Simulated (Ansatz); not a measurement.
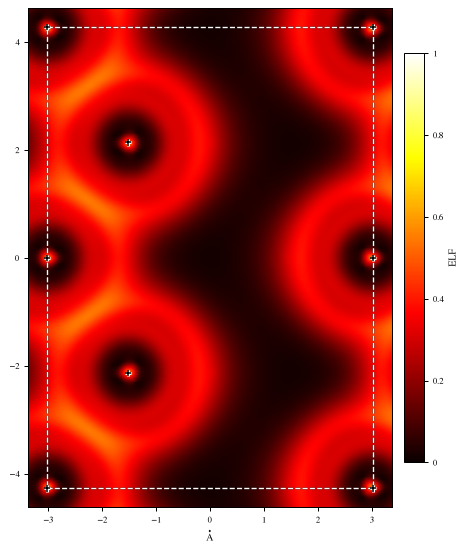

The ELF on a plane through atoms (crosses mark nuclei in the plane).

Computed with DFT, BLYP, plane waves (420 eV) with PAW, scalar-relativistic (Ansatz 0.2.0).

Candidates:
A. Ni, a = 2.53 Å, b = 2.53 Å, c = 4.16 Å, α = 90.00°, β = 90.00°, γ = 120.00°. Space group P6₃/mmc; set up as Ni, hcp; a generated structure, not necessarily the stable one; changed on purpose from its base cell (volume × 1.0); spin-polarised.
B. Ga, a = 6.05 Å, b = 6.05 Å, c = 6.05 Å, α = 90.00°, β = 90.00°, γ = 90.00°. Space group Fd-3m; set up as Ga, diamond; a generated structure, not necessarily the stable one.

Which candidate gave the map?

Answer. Candidate B: Ga on the (011) plane of the conventional cell, which holds Ga. Ga–Ga (2.62 Å): the ELF reaches about 0.55 near the midpoint.
